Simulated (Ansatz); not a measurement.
## Single-point calculation, with input and output: TiO2 (part 2 of 2)

TiO2 (Pbcn, 12 atoms in the cell); DFT, PBE+U, PAW, plane waves, scalar-relativistic, Ueff = 6.6 eV on Ti d, spin-polarised (Ansatz 0.2.0); cutoff 420 eV, 4×3×4 k-mesh, Fermi–Dirac smearing of 0.1 eV, collinear spins. The structure derives from an entry of the Crystallography Open Database. It belongs to a series of runs on one base structure; here: parallel moments, plain SCF.

Geometry of the input (Å; fractional positions):
```
4.5318  0.0000  0.0000
0.0000  5.5019  0.0000
0.0000  0.0000  4.9063
Ti 0.0000  0.1704  0.2500
Ti 0.5000  0.3296  0.7500
Ti 0.0000  0.8296  0.7500
Ti 0.5000  0.6704  0.2500
O  0.2716  0.3814  0.4142
O  0.2284  0.1186  0.9142
O  0.7716  0.1186  0.5858
O  0.7284  0.3814  0.0858
O  0.7284  0.6186  0.5858
O  0.7716  0.8814  0.0858
O  0.2284  0.8814  0.4142
O  0.2716  0.6186  0.9142
```

## Output, continued
```
--- Per-component energies (eV) ---
  E_band       = -748.892172
  E_kinetic    = 2499.095779
  E_local      = -5944.380805  (includes V_loc(G=0)·N_el)
  E_nonlocal   = 384.679374
  E_hartree    = 2247.495567
  E_xc         = -988.851956
  E_vxc        = -1252.433283  (∫ρ·V_xc dr)
  E_hubbard    = 20.133776  (on-site DFT+U / exact-exchange correction)
  E_vhub       = 14.133741  (the Hubbard potential's part of the band-sum identity)
  E_paw        = -5440.290635  (= ΣΔE_a)
  E_vpaw       = -944.999790  (= ΣTr[D̂ρ^β])
  E_aug_tail   = 0.020444  (compensation charges beyond the density's cutoff)
  E_ewald      = -7311.037836
  E_smearing   = -0.000000  (= −TS)
  E_closure    = -0.000000  (closes the sum)
  Σ components = -14533.136293   (vs F -14533.136293, Δ=0.00e0)
--- Forces (eV/Å), atoms counted from 1 ---
  atom   1  Ti    -0.00000000    -0.36380722     0.00000000
  atom   2  Ti     0.00000000     0.36380722     0.00000000
  atom   3  Ti     0.00000000     0.36380722    -0.00000000
  atom   4  Ti    -0.00000000    -0.36380722    -0.00000000
  atom   5  O      0.21338785     0.35066840     0.27466871
  atom   6  O     -0.21338785    -0.35066840     0.27466871
  atom   7  O      0.21338785    -0.35066840    -0.27466871
  atom   8  O     -0.21338785     0.35066840    -0.27466871
  atom   9  O     -0.21338785    -0.35066840    -0.27466871
  atom  10  O      0.21338785     0.35066840    -0.27466871
  atom  11  O     -0.21338785     0.35066840     0.27466871
  atom  12  O      0.21338785    -0.35066840     0.27466871
  max |Σ_I F_I| component: 5.55e-17 eV/Å
--- Stress (GPa, compression-positive) ---
       12.252286       0.000000       0.000000
        0.000000      11.760565       0.000000
        0.000000       0.000000      12.933238
  P = ⅓ Tr σ = 12.3154 GPa (123.154 kbar)
--- Band table (eV; the first three rows and the last of 36) ---
  k-point 0 ↑: bands = ["-48.4966", "-48.4753", "-48.4636", "-48.4585", "-24.8422", "-24.7777", "-24.7261", "-24.7046", "-24.6908", "-24.6696", "-24.6612", "-24.6150", "-24.5987", "-24.5780", "-24.5663", "-24.5592", "-8.3903", "-6.9436", "-6.9007", "-6.6819", "-6.6107", "-6.5633", "-6.5224", "-6.4206", "4.6095", "4.9189", "5.1670", "5.3516", "5.5677", "5.7721", "5.8334", "6.1934", "6.2908", "6.5034", "6.8840", "7.0060", "7.3076", "7.3147", "7.3371", "7.7988", "7.9768", "8.0275", "8.7150", "9.0488", "9.1320", "9.3468", "9.6402", "9.6538", "13.1582", "13.1763", "13.2160", "13.2420", "13.3791", "13.5523", "13.7654", "13.8201", "14.2139", "14.3047", "14.3144", "14.5696", "14.7125", "15.0908"]
  k-point 1 ↑: bands = ["-48.4915", "-48.4729", "-48.4650", "-48.4639", "-24.8088", "-24.8017", "-24.7701", "-24.7057", "-24.6725", "-24.6338", "-24.6327", "-24.6049", "-24.6044", "-24.5986", "-24.5931", "-24.5660", "-8.1764", "-7.0929", "-6.8917", "-6.7658", "-6.5929", "-6.5444", "-6.5408", "-6.4539", "4.7160", "5.0145", "5.1734", "5.4459", "5.4680", "5.6053", "5.9173", "5.9860", "6.4698", "6.5434", "6.7706", "7.0662", "7.3034", "7.5497", "7.5565", "7.5810", "7.8703", "8.4118", "8.5363", "8.7032", "8.9402", "9.3634", "9.4512", "9.5813", "13.1265", "13.1994", "13.3373", "13.3555", "13.5123", "13.7201", "13.7650", "13.8677", "14.2944", "14.3578", "14.3884", "14.5707", "14.6171", "14.7927"]
  k-point 2 ↑: bands = ["-48.4780", "-48.4780", "-48.4685", "-48.4685", "-24.8106", "-24.8106", "-24.7308", "-24.7308", "-24.6485", "-24.6485", "-24.6133", "-24.6133", "-24.6127", "-24.6127", "-24.5817", "-24.5817", "-7.6351", "-7.6351", "-6.8498", "-6.8498", "-6.5428", "-6.5428", "-6.5147", "-6.5147", "4.7361", "4.7361", "5.3199", "5.3199", "5.7818", "5.7818", "6.1613", "6.1613", "6.5901", "6.5901", "6.9572", "6.9572", "6.9846", "6.9846", "7.4456", "7.4456", "8.0885", "8.0885", "8.6553", "8.6553", "9.2973", "9.2973", "9.3700", "9.3700", "13.0185", "13.0185", "13.5043", "13.5043", "13.8643", "13.8643", "14.0880", "14.0880", "14.1567", "14.1567", "14.2118", "14.2118", "14.7982", "14.7982"]
  k-point 17 ↓: bands = ["-48.4698", "-48.4698", "-48.4698", "-48.4698", "-24.7926", "-24.7926", "-24.7926", "-24.7926", "-24.6265", "-24.6265", "-24.6265", "-24.6265", "-24.5815", "-24.5815", "-24.5815", "-24.5815", "-7.1348", "-7.1348", "-7.1348", "-7.1348", "-6.6405", "-6.6405", "-6.6405", "-6.6405", "5.0906", "5.0906", "5.0906", "5.0906", "5.6671", "5.6671", "5.6671", "5.6671", "6.8025", "6.8025", "6.8025", "6.8025", "7.7220", "7.7220", "7.7220", "7.7220", "8.4305", "8.4305", "8.4305", "8.4305", "8.9332", "8.9332", "8.9332", "8.9332", "13.3292", "13.3292", "13.3292", "13.3292", "13.7584", "13.7584", "13.7584", "13.7584", "14.1973", "14.1973", "14.1973", "14.1973", "15.2795", "15.2795"]
Occupation matrices written to [file]
```

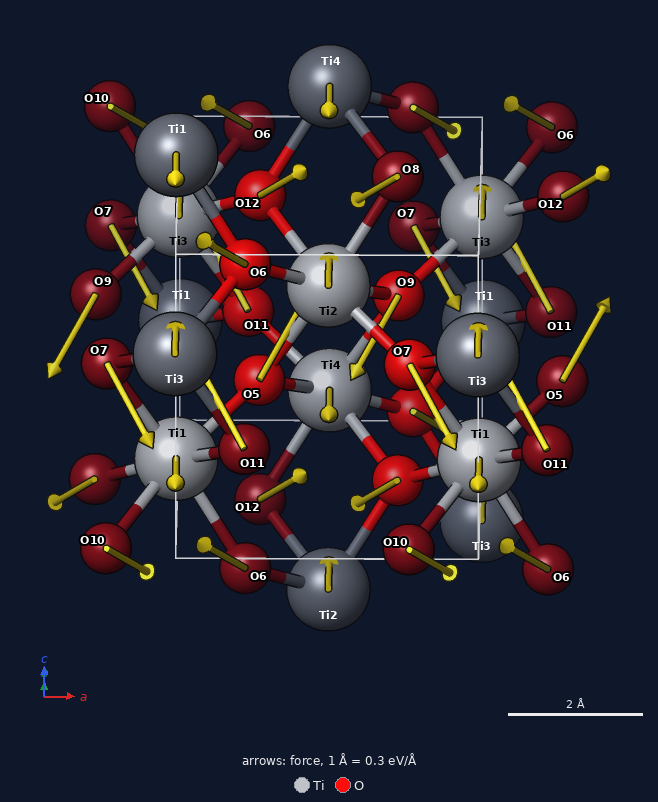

Fig. 1: Forces on the atoms as yellow arrows (ball-and-stick view of the cell of the calculation, seen at an oblique angle; neighbours outside the cell are drawn fainter; atoms are numbered from 1 in the order of the input). The largest act on all 8 O atoms (0.49 eV/Å); all 4 Ti atoms (0.36 eV/Å). The geometry is not a stationary point of this energy.

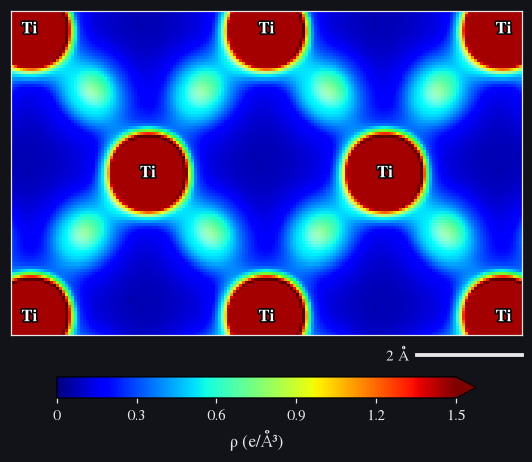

Fig. 2: Valence charge density (pseudo) on the (001) plane of the conventional cell. The plane passes through Ti nuclei. Away from the nuclei the density in this plane falls to 0.02 e/Å³ at its lowest. In a PAW calculation such maps are meaningful between the atoms, not at the nuclei.

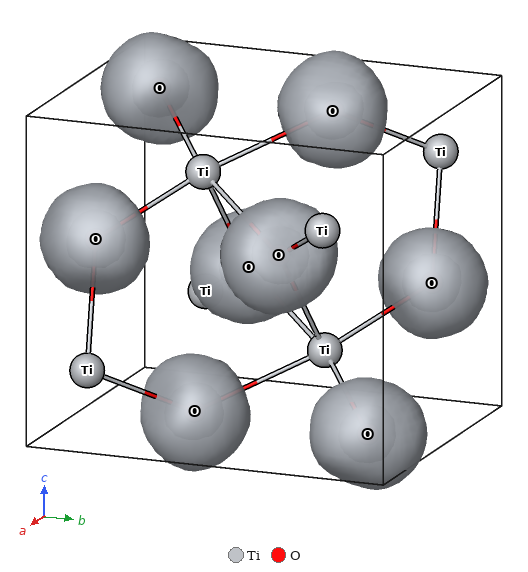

Fig. 3: Isosurface of the ELF at 0.75 (grey), seen slightly off an axis. Only the valence region is drawn (cores and ρ < 0.01 e/Å³ removed). Sticks mark near contacts. The outline is the cell set on symmetry axes. Profiles from the grid: Ti–O (1.87 Å): the ELF is about 0.25 at the midpoint. Ti–O (1.97 Å): the ELF is about 0.25 at the midpoint.

## Results in brief

| quantity | value |
| --- | --- |
| outcome | converged |
| space group (tolerance 0.01 Å) | Pbcn (60) |
| electrons treated | 96 |
| free energy | −14533.1363 eV |
| Fermi energy | 11.307 eV |
| net moment of the cell | 0.00 μB |
| integrated absolute moment | 0.00 μB |
| pressure | 12.32 GPa |
| largest force (length of the vector) | 0.494 eV/Å |
| wall time | 13 s (CPU time 44 s) |
| peak memory | 0.73 GiB |

## Notes

Warnings of the run: some starting moments were not kept. The cell is under a pressure of 12.3 GPa at this level, so it is not at its equilibrium volume.
